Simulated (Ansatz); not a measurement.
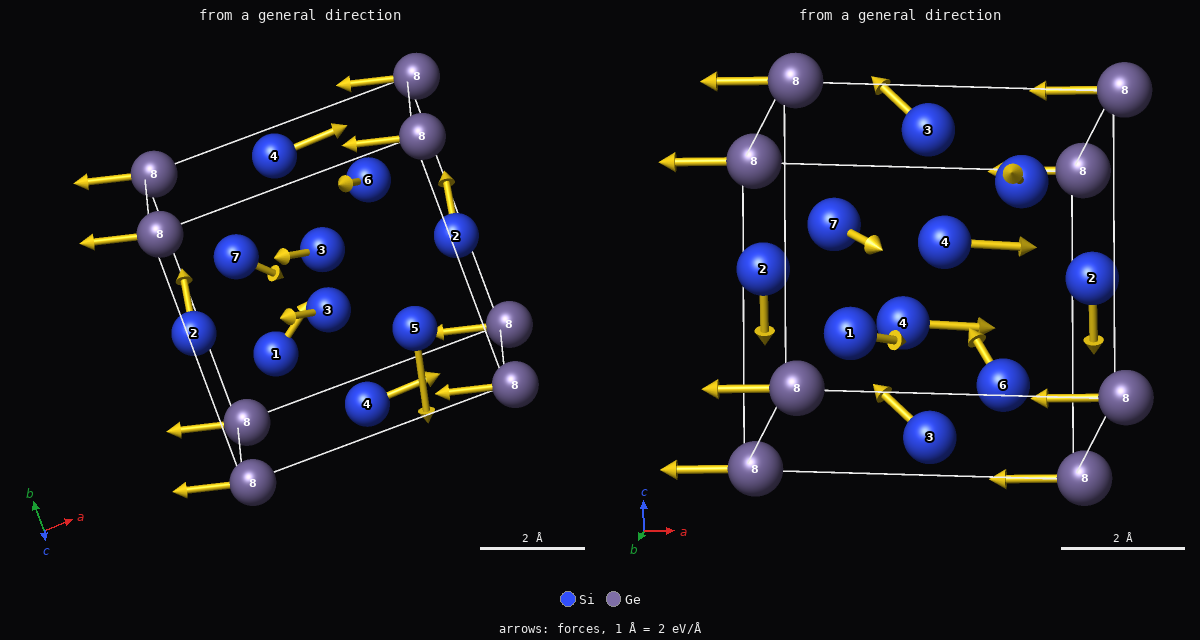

Structure drawing (spheres-only), viewed from two general directions. The simulation cell is drawn as a box. The arrows are the computed forces on the atoms.

System: Si7Ge. Computational set-up: DFT PBEsol, scalar-relativistic, plane waves, PAW (Ansatz 0.2.0), a kinetic-energy cutoff of 420 eV, k-point mesh 6×6×6, Gaussian smearing of 0.03 eV, no spin polarisation.

> Is the structure at a minimum of the energy?

No. The atoms still feel forces of up to about 3.3 eV/Å, far above a usual threshold of 0.01 to 0.03 eV/Å.

> Which atom is pushed hardest?

Si5, about 3.3 eV/Å.

> Mean force by element?

Mean magnitudes: about Si 2.1 eV/Å, Ge 2.3 eV/Å.

It goes back to a structure listed in the Materials Project. The cell was then strained or its atoms displaced on purpose. It went into a calculation with Ansatz.
